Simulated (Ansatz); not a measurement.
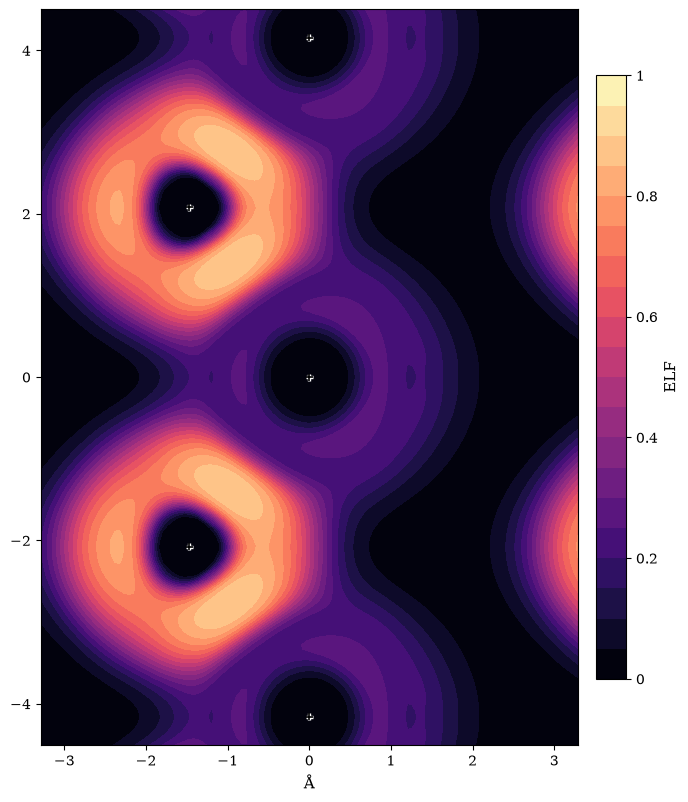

The electron localisation function on a plane through atoms (crosses mark nuclei in the plane).

Method: DFT PBEsol, scalar-relativistic, plane waves, PAW in Ansatz 0.2.0.

Candidates:
A. SnS$_{2}$, a = 3.52 Å, b = 3.52 Å, c = 4.98 Å, α = 90.00°, β = 90.00°, γ = 120.00°. Space group P-3m1; computed pressure about 16 GPa in this cell.
B. InP, a = 5.88 Å, b = 5.88 Å, c = 5.88 Å, α = 90.00°, β = 90.00°, γ = 90.00°. Space group F-43m.

**Which candidate gave the map?**

Candidate B: InP on the (101) plane of the conventional cell, which holds In and P. In–P (2.55 Å): the ELF peaks at about 0.90 in the valence shell of P, 0.9 Å from its nucleus, and is about 0.55 at the midpoint.
